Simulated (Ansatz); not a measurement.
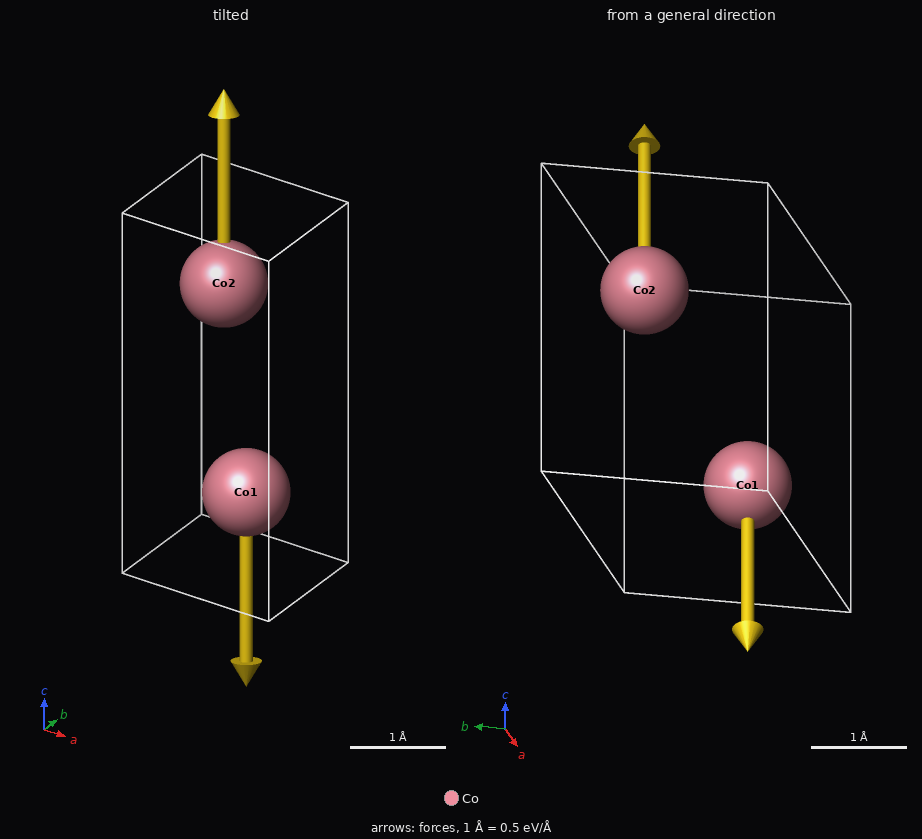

The figure gives a spheres-only picture of the atoms, viewed slightly off an axis and from a general direction. The lines enclose the simulation cell; boundary atoms appear with their images. The arrows are the computed forces on the atoms.

System: Co. The calculation used DFT PBE, scalar-relativistic, plane waves, PAW (Ansatz 0.2.0), with a cutoff energy of 420 eV, k-points on a 24×24×12 grid, Gaussian smearing of 0.15 eV, collinear spins.

Question: Are the atoms in equilibrium?

Answer: No. The atoms still feel forces of up to about 0.85 eV/Å, far above a usual threshold of 0.01 to 0.03 eV/Å.

Question: Where is the maximum force, and how large is it?

Answer: Co1 and Co2, about 0.85 eV/Å.

It goes back to a structure listed in the Materials Project. The cell was then strained or its atoms displaced on purpose. A calculation with Ansatz used it as input.
